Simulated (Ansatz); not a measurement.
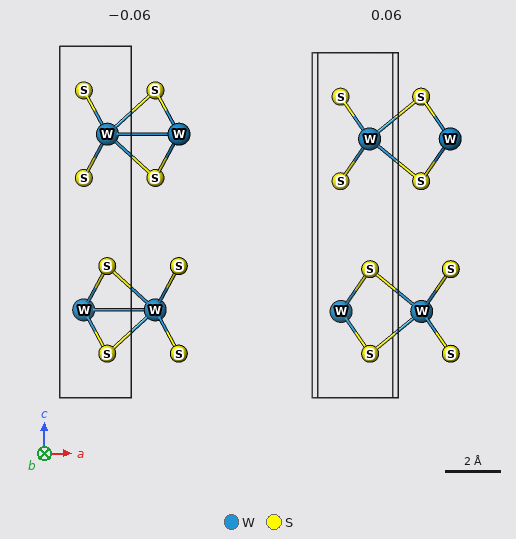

A crystal of WS2 (set up in P6_3/mmc), under uniaxial strain along a (b, c and atoms relaxed), with energies (extrapolated to zero smearing) counted from the relaxed crystal, which is the row at zero. The picture shows the first and the last member. A ball-and-stick model of the cell of the calculation, repeated 2 × 1 × 1 with one cell outlined, seen along the b axis.

Computed with Ansatz 0.2.0: DFT PBEsol, scalar-relativistic, plane waves, PAW. Set-up: plane-wave cutoff 420 eV; k-point mesh 12 × 12 × 2; occupations gaussian; smearing width 0.02 eV; no spin polarisation; force threshold 0.008 eV/Å.

```
strain  energy (meV/atom)  a (Å)  b (Å)   c (Å)  band gap (eV)
 −0.06              56.82  2.957  3.126  12.809           1.19
 −0.04              23.75  3.020  3.133  12.778           1.15
 −0.02               5.59  3.083  3.140  12.741           1.12
   0.0               0.00  3.146  3.146  12.705           1.10
  0.02                  ?      ?      ?       ?              ?
  0.04              18.67  3.272  3.158  12.620           1.03
  0.06              39.60  3.335  3.162  12.578           0.85
```

One row is withheld. What does the calculation give there?

Answer. A parabola through three neighbouring rows (0.0, 0.04, 0.06) gives, with Lagrange weights, (0.3333)(0.00) + (1.0000)(18.67) + (−0.3333)(39.60) = 5.47 meV/atom. The calculation gives 4.95 meV/atom (a = 3.209 Å, b = 3.152 Å, c = 12.657 Å). The estimate is 0.52 meV/atom too high. For the gap a parabola through the rows 0.0, 0.04, 0.06 gives 1.11 eV, and the calculation 1.06 eV (semilocal gaps, lower than measured ones as a rule). From the first member to the last: W–W 2.957 → 3.335 Å, S–W 2.371 → 2.431 Å, W–W 3.126 → 3.162 Å.

The whole series:

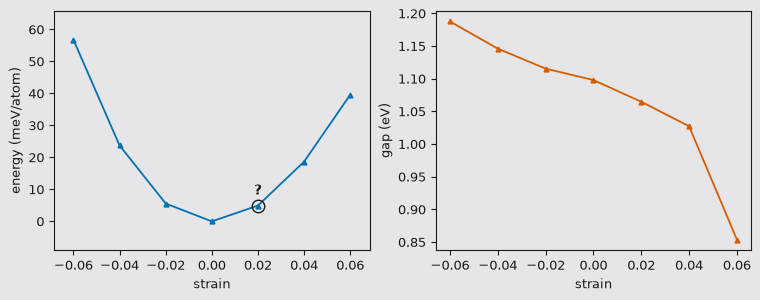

Limits of the set-up: layers or molecules are held without a dispersion correction, so their spacing is unreliable.
